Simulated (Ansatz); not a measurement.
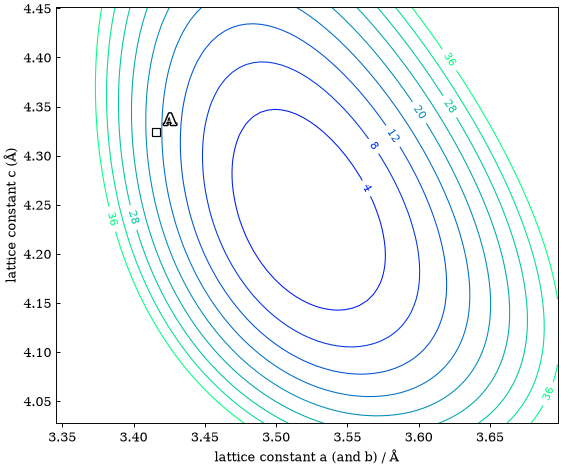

MgO (P6_3/mmc, No. 194; 4 atoms in the cell). 
- The energy is mapped over the lattice constants a and c of the conventional cell.
- Coordinates scanned: (1) lattice constant a (and b); (2) lattice constant c.
- Nothing is relaxed (symmetry fixes all fractional coordinates).
- The scan uses an 11 × 11 grid.
- Points are written as (first, second).
- Energies: meV/atom, counted from the lowest grid point.
- These are results of DFT PBE, scalar-relativistic, plane waves, PAW in Ansatz, not measurements. Settings: cutoff 520 eV, k-mesh 9×9×6 in the order of the run's cell vectors, gaussian smearing 0.05 eV, no spin polarisation.

In the figure: contour lines labelled in meV/atom (none above 36), the point A. Between grid points the surface is interpolated.

Is A at rest? If not, where is it pushed?

A, at (3.416 Å, 4.324 Å), is not a stationary point. The computed force is 350 meV/atom for each Å towards larger values of lattice constant a (and b) and 3.5 meV/atom for each Å towards larger values of lattice constant c.

PAW datasets: the set soft_1.
